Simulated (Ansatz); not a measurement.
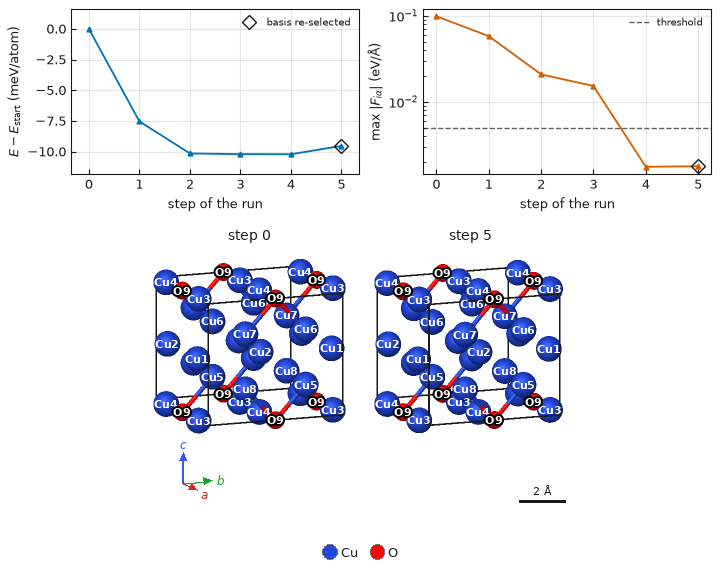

First and last geometry of a relaxation of solid Cu₈O (set up in Cmmm), with the history of the run. Style: ball-and-stick. Shown: the conventional cell (2 times the calculation's cell), slightly off an axis. Lengths and directions refer to the drawn axes.

Level of theory: DFT PBEsol, scalar-relativistic, plane waves, PAW in Ansatz 0.2.0.

The input:
```yaml
crystal:
  lattice:
    - [3.087784, -3.15959, 0.0]
    - [3.087784, 3.15959, 0.0]
    - [0.0, 0.0, 5.436576]
  atoms:
    - { symbol: Cu, position: [0.78791, 0.78791, 0.5] }
    - { symbol: Cu, position: [0.21209, 0.21209, 0.5] }
    - { symbol: Cu, position: [0.811801, 0.811801, 0.0] }
    - { symbol: Cu, position: [0.188199, 0.188199, 0.0] }
    - { symbol: Cu, position: [0.275838, 0.724162, 0.272837] }
    - { symbol: Cu, position: [0.275838, 0.724162, 0.727163] }
    - { symbol: Cu, position: [0.724162, 0.275838, 0.727163] }
    - { symbol: Cu, position: [0.724162, 0.275838, 0.272837] }
    - { symbol: O, position: [0.5, 0.5, 0.0] }
basis:
  ecutwfc: 420
kpoints:
  mp_grid: { grid: [8, 8, 8] }
hamiltonian:
  xc: pbesol
scf:
  occupations: { method: gaussian, width: 0.1 }
output:
  forces: true
  stress: true
  eigenvalues: true
relax:
  adjacent_minimum: "off"
  f_tol: 0.005
  max_steps: 80
  cell: { stress_tol: 0.05 }
```

Command:
```bash
ansatz run input.yaml --threads 2 --pin off --max-ram 5120MiB --backend cpu --events-out ev --progress --plain --runs-dir out
```

Did the run converge, and what did it change?

It converged. The largest moves relative to the cell, 0.008 Å, are those of Cu5, Cu6, Cu7 and Cu8. Cu5 goes along [0 −2 1]. O stays in place. Cell: a 6.176 → 6.122 Å (−0.9 %), b 6.319 → 6.156 Å (−2.6 %), c 5.437 → 5.400 Å (−0.7 %). Volume −4.1 %. Some distances before and after: Cu1–Cu5 2.506 → 2.465 Å, Cu1–Cu5 (another image) 2.587 → 2.551 Å, Cu5–O9 2.051 → 2.016 Å, Cu1–Cu2 2.620 → 2.585 Å. The space group stays Cmmm (No. 65). The energy falls by 9.5 meV per atom in 4 accepted moves (5 points after the start). The largest force component goes from 0.099 to 0.0018 eV/Å. Pressure: −5.85 GPa at the start and −0.03 GPa at the end. At 1 point the geometry stayed and the basis and grid were re-selected for the new cell (energy shift of 0.7 meV per atom at most each time).

Limits of the set-up: layers or molecules are held without a dispersion correction, so their spacing is unreliable.
